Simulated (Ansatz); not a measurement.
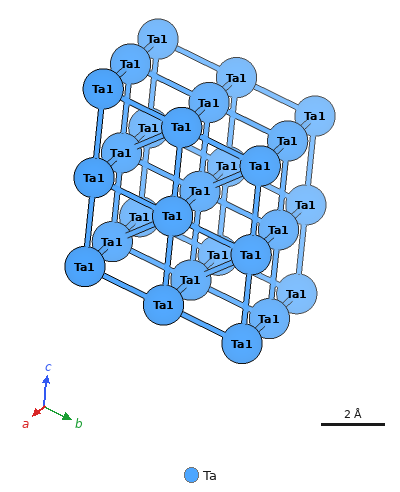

Figure 1. The structure (ball-and-stick view of the cell of the calculation, repeated 2 × 2 × 2, seen slightly off an axis; atoms are numbered from 1 in the order of the input). An atom can appear more than once, as a periodic image.

Single-point calculation of Ta

System: Ta (1 atom in the cell).
Method: DFT PBE, scalar-relativistic, plane waves, PAW, no spin polarisation (Ansatz 0.2.0).

The structure derives from a Materials Project entry. Figures and captions count atoms from 1; the log counts them from 0 in places.

## What the program printed
```
Engine: ansatz 0.2.0, x86_64-unknown-linux-gnu
Pseudopotentials: kind: paw
Pseudopotential: Ta, paw, valence charge 13, recommended cutoff 420 eV (normal), Ta.paw.azcp
Functional definition: PBE
  parameter kappa = 0.804
  parameter beta = 0.06672455060314922
  exchange = pbe_x(kappa = kappa, mu = beta*pi^2/3)
  correlation = pbe_c(beta = beta)
Crystal: 1 atoms, lattice volume = 18.130 Å³
Basis set: ecut = 420 eV, 369 PW (Γ), exchange–correlation on 40×40×40 points (8 copies of the dense FFT grid, shifted against one another)
Bands: 11, of which v1, the nominal top of the filled ones, is band 7 counted from 1 (6 counted from 0)
Symmetry: 48 space group operations
Space group: Im-3m (ITA 229), of the structure as read, at distance tolerance 2.6e-5 Å
k-points: 29 of 512
Non-local potential: Ta, projectors of the file, l = 0: 3, l = 1: 2, l = 2: 2, l = 3: 1
PAW form: soft (Blöchl's): semilocal exchange-correlation on the pseudo side does not see the compensation charge
PAW one-centre angular grid: Ta, 590 points (default); XC on 64 Gauss nodes
Initial density: superposition of atomic densities (neutral atoms: chi_scale 0, normalization atom), corrected by the library's trained network
Initial wavefunctions: pseudopotential atomic-orbital guess
Functional: x = pbe(κ = 0.804, μ = 0.2195149727645171), c = pbe(β = 0.06672455060314922)
SCF iter   1: F=—  HF=-9932.274922 eV  |F-HF|=—  |Δ(HF+E_count)|=         —  Δρ=3.15e-3  dr2=9.46e-4  ethr=1.77e-3  ⟨swp⟩=5.3  Hψ=1799  notcnv=0
preconditioner: auto → none  [insulator: Δε(μ)=0.143 eV  Ē_g=8.271 eV  σ=0.100 eV  W_gap=0.66  n_scr=0 (ndim 8)  ℏωp=19.5 eV  f_vac=0.000  D(μ)=0.79/eV (n_scr^D=12)  ε∞_Penn≈6.6]
SCF iter   2: F=—  HF=-9932.274488 eV  |F-HF|=—  |Δ(HF+E_count)|=   4.35e-4  Δρ=1.22e-3  dr2=9.05e-5  ethr=7.27e-6  ⟨swp⟩=1.9  Hψ=625  notcnv=0
SCF iter   3: F=—  HF=-9932.274525 eV  |F-HF|=—  |Δ(HF+E_count)|=   3.71e-5  Δρ=2.83e-4  dr2=3.68e-6  ethr=6.96e-7  ⟨swp⟩=1.9  Hψ=349  notcnv=0
iter 4 did not close the SCF: its close was put off for the readings that it lacked (scf_convergence_deferred on its scf_iter line)
SCF iter   4: F=-9932.274528 eV  HF=-9932.274528 eV  |F-HF|=2.45e-8  |Δ(HF+E_count)|=   3.47e-6  Δρ=2.96e-5  dr2=5.39e-8  ethr=2.83e-8  ⟨swp⟩=2.4  Hψ=472  notcnv=0
iter 5 did not close the SCF: its close was put off for the readings that it lacked (scf_convergence_deferred on its scf_iter line)
SCF iter   5: F=-9932.274528 eV  HF=-9932.274528 eV  |F-HF|=1.27e-10  |Δ(HF+E_count)|=   1.95e-8  Δρ=4.66e-6  dr2=1.79e-9  ethr=4.15e-10  ⟨swp⟩=2.2  Hψ=484  notcnv=0
SCF iter   6: F=-9932.274528 eV  HF=-9932.274528 eV  |F-HF|=7.28e-12  |Δ(HF+E_count)|=  3.02e-10  Δρ=7.45e-7  dr2=2.98e-11  ethr=1.37e-11  ⟨swp⟩=2.7  Hψ=988  notcnv=0
SCF 1 converged in 6 iterations: F = -9932.274528 eV  dr2 = 2.98e-11
  greatest PAW one-centre occupation: 1.000 electrons in one spin orbital (limit 2), on the Ta atom at site 0 (counted from 0), in its partial waves of l = 0
SCF converged after 6 iterations
Free energy (F): -9932.274528 eV
Harris-Foulkes:  -9932.274528 eV  (|F-HF|=7.28e-12)
Internal energy: -9932.270577 eV  (E = F + TS)
E sigma→0 (E₀):  -9932.272552 eV
Entropy (-TS):   -0.003951 eV (-3.951 meV/atom)
Fermi energy:    18.528501 eV
--- Per-component energies (eV) ---
  E_band       = -104.882565
  E_kinetic    = 365.909031
  E_local      = -551.727694  (includes V_loc(G=0)·N_el)
  E_nonlocal   = 15.026964
  E_hartree    = 191.493291
  E_xc         = -218.426841
  E_vxc        = -204.016945  (∫ρ·V_xc dr)
  E_paw        = -8396.689440  (= ΣΔE_a)
  E_vpaw       = -113.060640  (= ΣTr[D̂ρ^β])
  E_aug_tail   = 0.000127  (compensation charges beyond the density's cutoff)
  E_ewald      = -1337.856015
  E_smearing   = -0.003951  (= −TS)
  E_closure    = 0.000000  (closes the sum)
  Σ components = -9932.274528   (vs F -9932.274528, Δ=0.00e0)
--- Forces (eV/Å), atoms counted from 1 ---
  atom   1  Ta    -0.00000000     0.00000000    -0.00000000
  max |Σ_I F_I| component: 1.25e-31 eV/Å
--- Stress (GPa, compression-positive) ---
       -0.363619       0.000000       0.000000
       -0.000000      -0.363619       0.000000
       -0.000000       0.000000      -0.363619
  P = ⅓ Tr σ = -0.3636 GPa (-3.636 kbar)
--- Band table (eV; the first three rows and the last of 29) ---
  k-point 0: bands = ["-48.5509", "-14.5116", "-14.5116", "-14.5116", "10.6293", "19.2556", "19.2556", "19.2556", "22.5047", "22.5047", "33.0957"]
  k-point 1: bands = ["-48.5344", "-14.6930", "-14.5680", "-14.5125", "11.2973", "18.8376", "19.0763", "19.9289", "21.9728", "22.5176", "33.6228"]
  k-point 2: bands = ["-48.4946", "-15.1126", "-14.7015", "-14.5149", "12.9017", "17.9781", "18.4317", "21.8353", "21.9230", "22.6894", "33.3463"]
  k-point 28: bands = ["-48.3540", "-15.3166", "-15.3166", "-15.3166", "14.7429", "14.7429", "25.3155", "25.3155", "25.3155", "27.0573", "27.0573"]
```

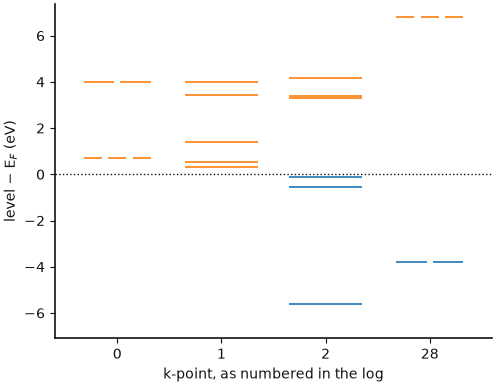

Figure 2. Kohn–Sham levels near the Fermi level (dotted) at the few k-points that the log prints; levels within 0.02 eV of each other stand side by side. The system is metallic on the full mesh.

The run was set up as follows.

## Input file
```yaml
crystal:
  lattice:
    - [-1.6549278069, 1.6549278069, 1.6549278069]
    - [1.6549278069, -1.6549278069, 1.6549278069]
    - [1.6549278069, 1.6549278069, -1.6549278069]
  atoms:
    - { symbol: Ta, position: [0.0, 0.0, 0.0] }
basis:
  ecutwfc: 420
kpoints:
  mp_grid: { grid: [8, 8, 8] }
hamiltonian:
  xc: pbe
scf:
  occupations: { method: gaussian, width: 0.1 }
output:
  forces: true
  stress: true
  eigenvalues: true
```

Launched with:
```bash
ansatz run input.yaml --threads 4 --pin off --max-ram 10240MiB --backend cpu --events-out ev --progress --plain --runs-dir out
```

## Results in brief

```csv
quantity,value
outcome,converged
space group (tolerance 0.01 Å),Im-3m (229)
electrons treated,13
free energy,−9932.2745 eV
Fermi energy,18.529 eV
gap on the k-point mesh,none (metallic)
pressure,−0.36 GPa
largest force (length of the vector),under 0.001 eV/Å
hardware,"4 threads of Intel Xeon (Granite Rapids), 32 GiB of memory available, shared host"
peak memory,0.33 GiB
```

## Remarks

Spin–orbit coupling is left out, which matters for Ta.
